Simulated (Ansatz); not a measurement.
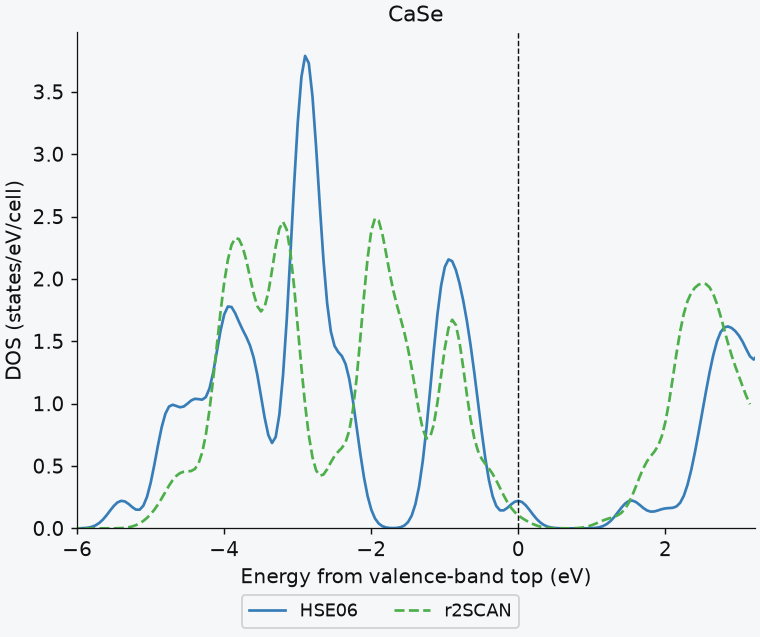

Total densities of states of CaSe, space group Pm-3m (No. 221), 2 atoms in the cell, CsCl type, by two methods on the same cell. The curves are built from the levels of the k mesh with Gaussians 0.4 eV wide, which also blur the band edges. Each is counted from its own valence-band top.

### What changes from one method to the other?

HSE06 gives a gap of 1.53 eV and r2SCAN gives a gap of 1.23 eV. In the window shown, the tallest filled peak lies at −2.9 eV in HSE06 and −1.9 eV in r2SCAN.

The meshes differ, so part of the difference in shape comes from the coarser one.

Settings. HSE06: DFT, HSE06, plane waves, PAW, no spin polarisation, 4×4×4 k mesh, 420 eV cutoff (Ansatz). r2SCAN: DFT, r2SCAN, plane waves, PAW, no spin polarisation, 6×6×6 k mesh, 500 eV cutoff (Ansatz).
